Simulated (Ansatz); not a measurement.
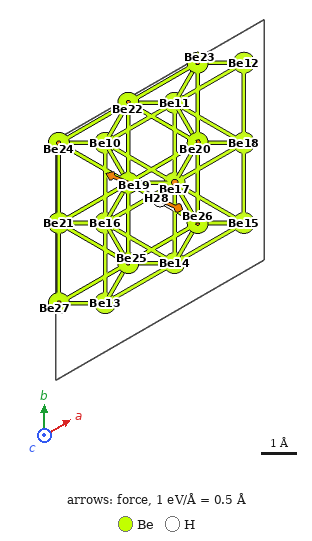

Starting geometry of a slab of composition Be$_{27}$H with the computed forces as orange arrows. The picture is a ball-and-stick view of the cell of the calculation, outlined in the plane, without the vacuum (origin shifted), seen along the c axis.

It is H on Be(0001), set down by a guess. The run prepares an end point of a later path (adatom hop) calculation, from a guessed geometry. 9 atoms are held fixed.

These are results of DFT PBE, scalar-relativistic, plane waves, PAW (Ansatz 0.2.0), not measurements. Settings: plane-wave cutoff 420 eV; k-point mesh 3 × 3 × 1; occupations fermi dirac; smearing width 0.1 eV; no spin polarisation; atoms relaxed in a fixed cell; force threshold 0.03 eV/Å; at most 60 steps.

**What follows when this structure is relaxed?**

It isn't relaxed: the largest force vector, on the H atom, is 2.08 eV/Å. The final displacements have little in common with the starting forces (cosine between the two patterns 0.25). Over 5 geometry steps the energy falls by 0.499 eV per cell of the calculation. The largest force component goes from 1.5 to 0.01 eV/Å. The H atom moves most: 0.65 Å at 78° to the normal (+c side). Largest moves by element: H 0.65 Å, Be 0.15 Å. The lattice vectors keep their values. Some distances before and after: Be–H 2.113 → 1.572 Å, Be–H 1.303 → 1.571 Å, Be–Be 2.229 → 2.339 Å, Be–H 1.494 → 1.571 Å. Bond angles that change, for instance: Be–H–Be 109.7° → 95.3°.

Limits of the set-up: the periodic images lie only 6.9 Å apart, so the values are limited by the cell's size.
